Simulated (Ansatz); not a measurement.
**Al$_{2}$O$_{3}$: a changed input and its effect**

System: Al$_{2}$O$_{3}$ (10 atoms in the cell).
Method of run 1: DFT, PBE, plane waves, PAW, no spin polarisation (Ansatz 0.2.0).

The structure derives from a Materials Project entry. Text and figures count atoms from 1; the logs count them from 0 in places.

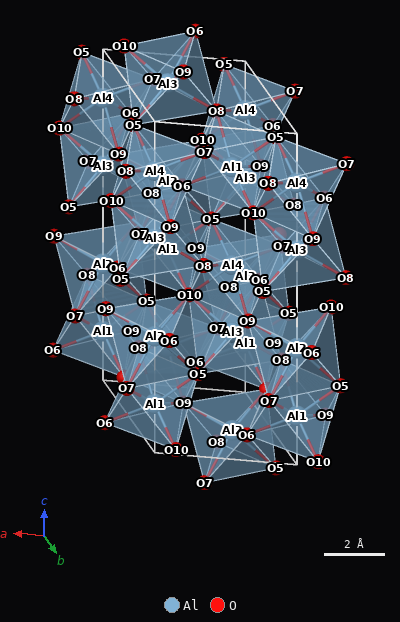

**Figure 1.** The starting structure (polyhedral view of the cell 3 times as large as that of the calculation, set on its symmetry axes, seen at an oblique angle; polyhedra are completed across the faces of the cell; atoms are numbered from 1 in the order of the input).

Input, run 1:
```yaml
crystal:
  lattice:
    - [2.4025136104, 1.3870918797, 4.3720844159]
    - [-2.4025136104, 1.3870918797, 4.3720844159]
    - [0.0, -2.7741837594, 4.3720844159]
  atoms:
    - { symbol: Al, position: [0.147904, 0.147904, 0.147904] }
    - { symbol: Al, position: [0.352096, 0.352096, 0.352096] }
    - { symbol: Al, position: [0.647904, 0.647904, 0.647904] }
    - { symbol: Al, position: [0.852096, 0.852096, 0.852096] }
    - { symbol: O, position: [0.9438545, 0.5561455, 0.25] }
    - { symbol: O, position: [0.4438545, 0.75, 0.0561455] }
    - { symbol: O, position: [0.5561455, 0.25, 0.9438545] }
    - { symbol: O, position: [0.25, 0.9438545, 0.5561455] }
    - { symbol: O, position: [0.75, 0.0561455, 0.4438545] }
    - { symbol: O, position: [0.0561455, 0.4438545, 0.75] }
basis:
  ecutwfc: "58.8 Ry"
kpoints:
  mp_grid: { grid: [6, 6, 6] }
hamiltonian:
  xc: pbe
scf:
  occupations: { method: gaussian, width: 0.02 }
  mixing: { preconditioner: local_kerker }
output:
  forces: true
  eigenvalues: true
  stress: true
relax:
  adjacent_minimum: "off"
  f_tol: 0.01
  max_steps: 80
  cell: { stress_tol: 0.05 }
```

Launched with:
```bash
ansatz run input.yaml --threads 1 --pin off --max-ram 2560MiB --backend cpu --events-out ev --progress --plain --runs-dir out
```

Hardware: 1 thread of Intel Xeon @ 2.90GHz (Ice Lake), 192 GiB of memory available, shared host.

Output, shortened to warnings, some set-up lines, iterations and results (run 1):
```
Basis set: ecut = 800.0147556320471 eV, 4449 PW (Γ), exchange–correlation on 96×96×96 points (8 copies of the dense FFT grid, shifted against one another)
Symmetry: 12 space group operations
k-points: 32 of 216
Initial density: superposition of atomic densities (neutral atoms: chi_scale 0, normalization atom), corrected by the library's trained network
[...]
SCF iter   1: F=—  HF=-5569.645118 eV  |F-HF|=—  |Δ(HF+E_count)|=         —  Δρ=1.74e-3  dr2=1.21e-3  ethr=1.77e-3  ⟨swp⟩=7.7  Hψ=5791  notcnv=0  defer=3
SCF iter   2: F=—  HF=-5569.646516 eV  |F-HF|=—  |Δ(HF+E_count)|=   1.40e-3  Δρ=9.82e-4  dr2=3.58e-4  ethr=2.51e-6  ⟨swp⟩=2.2  Hψ=2293  notcnv=0  defer=122
SCF iter   3: F=—  HF=-5569.647036 eV  |F-HF|=—  |Δ(HF+E_count)|=   5.20e-4  Δρ=1.20e-4  dr2=8.34e-6  ethr=7.47e-7  ⟨swp⟩=2.0  Hψ=1729  notcnv=0  defer=122
SCF iter   4: F=—  HF=-5569.646988 eV  |F-HF|=—  |Δ(HF+E_count)|=   4.77e-5  Δρ=4.69e-5  dr2=7.75e-7  ethr=1.74e-8  ⟨swp⟩=2.1  Hψ=1568  notcnv=0  defer=122
SCF iter   5: F=—  HF=-5569.646988 eV  |F-HF|=—  |Δ(HF+E_count)|=   1.82e-7  Δρ=1.60e-5  dr2=1.13e-7  ethr=1.61e-9  ⟨swp⟩=2.1  Hψ=1723  notcnv=0  defer=122
[... 14 lines ...]
SCF iter   1: F=—  HF=-5569.647328 eV  |F-HF|=—  |Δ(HF+E_count)|=         —  Δρ=1.30e-5  dr2=1.33e-8  ethr=2.16e-8  ⟨swp⟩=3.6  Hψ=9172  notcnv=0
SCF iter   2: F=—  HF=-5569.647280 eV  |F-HF|=—  |Δ(HF+E_count)|=   4.78e-5  Δρ=6.76e-6  dr2=5.30e-9  ethr=2.76e-11  ⟨swp⟩=2.0  Hψ=1712  notcnv=0
SCF iter   3: F=-5569.647280 eV  HF=-5569.647280 eV  |F-HF|=5.70e-9  |Δ(HF+E_count)|=   5.00e-7  Δρ=7.13e-7  dr2=7.65e-11  ethr=1.00e-12  ⟨swp⟩=4.7  Hψ=4895  notcnv=0
SCF 4 converged in 3 iterations: F = -5569.647280 eV  dr2 = 7.65e-11
relax step   4: F+E_penalty+E_count = -5569.64728027 eV  Δ(F+E_penalty+E_count) = -2.415e-5 eV  max|allowed force component| = 3.920e-3 eV/Å  Δτ_max = 0.0000 Å  P = -0.017 …
basis re-selected at this cell: Δ(F+E_penalty+E_count) = -2.415e-5 eV, ΔP = +0.000 GPa vs the last step (what re-selecting the basis moved, of the pressure what is left beyond the Pulay correction that the steps carried, after the strain that the cell walked since its last selection, with what the …
SCF converged after 3 iterations
Free energy (F): -5569.647280 eV
Harris-Foulkes:  -5569.647280 eV  (|F-HF|=5.70e-9)
Internal energy: -5569.647280 eV  (E = F + TS)
E sigma→0 (E₀):  -5569.647280 eV
Fermi energy:    10.284615 eV
--- Per-component energies (eV) ---
  E_band       = 52.937007
  E_kinetic    = 1177.594739
  E_local      = -2008.502681  (includes V_loc(G=0)·N_el)
  E_nonlocal   = 324.028548
  E_hartree    = 743.853403
  E_xc         = -612.098064
  E_vxc        = -695.139478  (∫ρ·V_xc dr)
  E_paw        = -2821.163619  (= ΣΔE_a)
  E_vpaw       = -232.752230  (= ΣTr[D̂ρ^β])
  E_aug_tail   = 0.001024  (compensation charges beyond the density's cutoff)
  E_ewald      = -2373.360630
  E_smearing   = -0.000000  (= −TS)
  E_closure    = -0.000000  (closes the sum)
  Σ components = -5569.647280   (vs F -5569.647280, Δ=0.00e0)
--- Forces (eV/Å), atoms counted from 1 ---
  atom   1  Al     0.00000000     0.00000000    -0.00392033
  atom   2  Al     0.00000000     0.00000000     0.00392033
  atom   3  Al    -0.00000000    -0.00000000    -0.00392033
  atom   4  Al    -0.00000000    -0.00000000     0.00392033
  atom   5  O     -0.00218929     0.00000000    -0.00000000
  atom   6  O     -0.00109465    -0.00189598     0.00000000
  atom   7  O      0.00109465     0.00189598    -0.00000000
  atom   8  O      0.00109465    -0.00189598     0.00000000
  atom   9  O     -0.00109465     0.00189598    -0.00000000
  atom  10  O      0.00218929     0.00000000     0.00000000
  max |Σ_I F_I| component: 6.07e-18 eV/Å
--- Stress (GPa, compression-positive) ---
       -0.005891       0.000000      -0.000000
        0.000000      -0.005891       0.000000
       -0.000000       0.000000      -0.038105
  P = ⅓ Tr σ = -0.0166 GPa (-0.166 kbar)
--- Relaxed structure (3 steps of the walk, 3 accepted, 1 SCFs on fresh bases) ---
  F+E_penalty+E_count = -5569.64728027 eV   max|allowed force component| = 3.920e-3 eV/Å   (the final SCF, on the basis selected at the relaxed cell)
  cell:  # Å, volume = 87.6092 Å³
[...]
```

The input of run 2 differs as follows (lines with − go, lines with + come):
```diff
-  ecutwfc: "58.8 Ry"
+  ecutwfc: 420
-  mixing: { preconditioner: local_kerker }
```

Predict how the results change.

The free energy of run 2 is 3.8 meV per atom higher, which comes mainly from the change of cutoff or grids; a solver setting shouldn't move a converged energy. More plane waves can only lower the energy of a fixed Hamiltonian, so the higher cutoff gives the lower value. The SCF takes 18 iterations over all geometry steps against 16. On the same kind of shared host run 2 took about 0.51 times as long.

Output, shortened to warnings, some set-up lines, iterations and results (run 2):
```
Basis set: ecut = 420 eV, 1707 PW (Γ), exchange–correlation on 72×72×72 points (8 copies of the dense FFT grid, shifted against one another)
Symmetry: 12 space group operations
k-points: 32 of 216
Initial density: superposition of atomic densities (neutral atoms: chi_scale 0, normalization atom), corrected by the library's trained network
[...]
SCF iter   1: F=—  HF=-5569.606443 eV  |F-HF|=—  |Δ(HF+E_count)|=         —  Δρ=1.68e-3  dr2=1.28e-3  ethr=1.77e-3  ⟨swp⟩=7.7  Hψ=5764  notcnv=0  defer=2
SCF iter   2: F=—  HF=-5569.607915 eV  |F-HF|=—  |Δ(HF+E_count)|=   1.47e-3  Δρ=8.68e-4  dr2=2.90e-4  ethr=2.66e-6  ⟨swp⟩=2.2  Hψ=2305  notcnv=0  defer=122
SCF iter   3: F=—  HF=-5569.608516 eV  |F-HF|=—  |Δ(HF+E_count)|=   6.01e-4  Δρ=2.32e-4  dr2=2.83e-5  ethr=6.05e-7  ⟨swp⟩=2.0  Hψ=1691  notcnv=0  defer=122
SCF iter   4: F=—  HF=-5569.608583 eV  |F-HF|=—  |Δ(HF+E_count)|=   6.74e-5  Δρ=5.12e-5  dr2=1.23e-6  ethr=5.91e-8  ⟨swp⟩=2.0  Hψ=1530  notcnv=0  defer=122
SCF iter   5: F=-5569.608584 eV  HF=-5569.608584 eV  |F-HF|=2.95e-8  |Δ(HF+E_count)|=   1.16e-6  Δρ=1.21e-5  dr2=6.14e-8  ethr=2.56e-9  ⟨swp⟩=2.0  Hψ=1715  notcnv=0  defer=122
[... 16 lines ...]
SCF iter   3: F=—  HF=-5569.608874 eV  |F-HF|=—  |Δ(HF+E_count)|=   1.31e-5  Δρ=4.25e-6  dr2=5.13e-9  ethr=1.27e-10  ⟨swp⟩=2.4  Hψ=1757  notcnv=0
SCF iter   4: F=—  HF=-5569.608874 eV  |F-HF|=—  |Δ(HF+E_count)|=   5.42e-8  Δρ=1.09e-6  dr2=6.00e-10  ethr=1.07e-11  ⟨swp⟩=2.0  Hψ=1661  notcnv=0
SCF iter   5: F=-5569.608874 eV  HF=-5569.608874 eV  |F-HF|=5.09e-11  |Δ(HF+E_count)|=   5.34e-9  Δρ=1.59e-7  dr2=2.01e-11  ethr=1.00e-12  ⟨swp⟩=4.8  Hψ=3873  notcnv=0
SCF 4 converged in 5 iterations: F = -5569.608874 eV  dr2 = 2.01e-11
relax step   4: F+E_penalty+E_count = -5569.60887357 eV  Δ(F+E_penalty+E_count) = -9.874e-4 eV  max|allowed force component| = 4.176e-3 eV/Å  Δτ_max = 0.0000 Å  P = +0.009 …
basis re-selected at this cell: Δ(F+E_penalty+E_count) = -9.874e-4 eV, ΔP = +0.021 GPa vs the last step (what re-selecting the basis moved, of the pressure what is left beyond the Pulay correction that the steps carried, after the strain that the cell walked since its last selection, with what the …
SCF converged after 5 iterations
Free energy (F): -5569.608874 eV
Harris-Foulkes:  -5569.608874 eV  (|F-HF|=5.09e-11)
Internal energy: -5569.608874 eV  (E = F + TS)
E sigma→0 (E₀):  -5569.608874 eV
Fermi energy:    10.284085 eV
--- Per-component energies (eV) ---
  E_band       = 52.927664
  E_kinetic    = 1178.338505
  E_local      = -2008.521808  (includes V_loc(G=0)·N_el)
  E_nonlocal   = 323.390294
  E_hartree    = 743.834185
  E_xc         = -612.292782
  E_vxc        = -695.390738  (∫ρ·V_xc dr)
  E_paw        = -2820.980045  (= ΣΔE_a)
  E_vpaw       = -232.572077  (= ΣTr[D̂ρ^β])
  E_aug_tail   = 0.015143  (compensation charges beyond the density's cutoff)
  E_ewald      = -2373.392365
  E_smearing   = -0.000000  (= −TS)
  E_closure    = 0.000000  (closes the sum)
  Σ components = -5569.608874   (vs F -5569.608874, Δ=0.00e0)
--- Forces (eV/Å), atoms counted from 1 ---
  atom   1  Al    -0.00000000    -0.00000000    -0.00417553
  atom   2  Al    -0.00000000     0.00000000     0.00417553
  atom   3  Al     0.00000000    -0.00000000    -0.00417553
  atom   4  Al     0.00000000    -0.00000000     0.00417553
  atom   5  O     -0.00199825    -0.00000000    -0.00000000
  atom   6  O     -0.00099913    -0.00173054     0.00000000
  atom   7  O      0.00099913     0.00173054    -0.00000000
  atom   8  O      0.00099913    -0.00173054     0.00000000
  atom   9  O     -0.00099913     0.00173054    -0.00000000
  atom  10  O      0.00199825     0.00000000     0.00000000
  max |Σ_I F_I| component: 9.97e-18 eV/Å
--- Stress (GPa, compression-positive) ---
        0.018796       0.000000      -0.000000
        0.000000       0.018796       0.000000
       -0.000000       0.000000      -0.010460
  P = ⅓ Tr σ = 0.0090 GPa (0.090 kbar)
--- Relaxed structure (3 steps of the walk, 3 accepted, 1 SCFs on fresh bases) ---
  F+E_penalty+E_count = -5569.60887357 eV   max|allowed force component| = 4.176e-3 eV/Å   (the final SCF, on the basis selected at the relaxed cell)
  cell:  # Å, volume = 87.6061 Å³
[...]
```

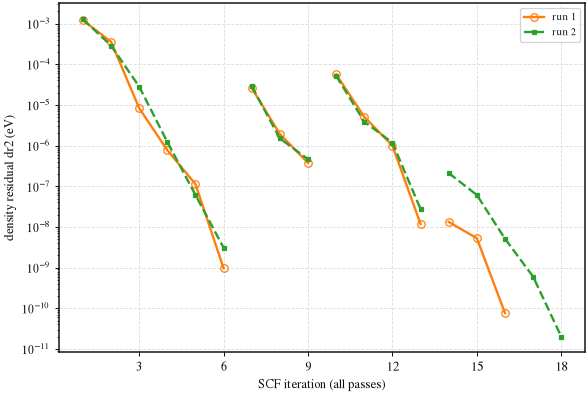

**Figure 2.** Convergence of the two runs: density residual dr2 against the SCF iteration. A break in a curve parts two SCF passes. Run 1 takes 16 iterations in all, and run 2 takes 18.

The two runs side by side:

| quantity | run 1 | run 2 |
| --- | --- | --- |
| outcome | converged | converged |
| free energy per atom (eV) | −556.9647 | −556.9609 |
| gap on the mesh (eV) | 5.85 | 5.85 |
| pressure (GPa) | −0.02 | 0.01 |
| largest force (eV/Å) | 0.004 | 0.004 |
| SCF iterations | 16 | 18 |
| irreducible k-points | 32 | 32 |
| wall time (shared host) | 40 s | 20 s |
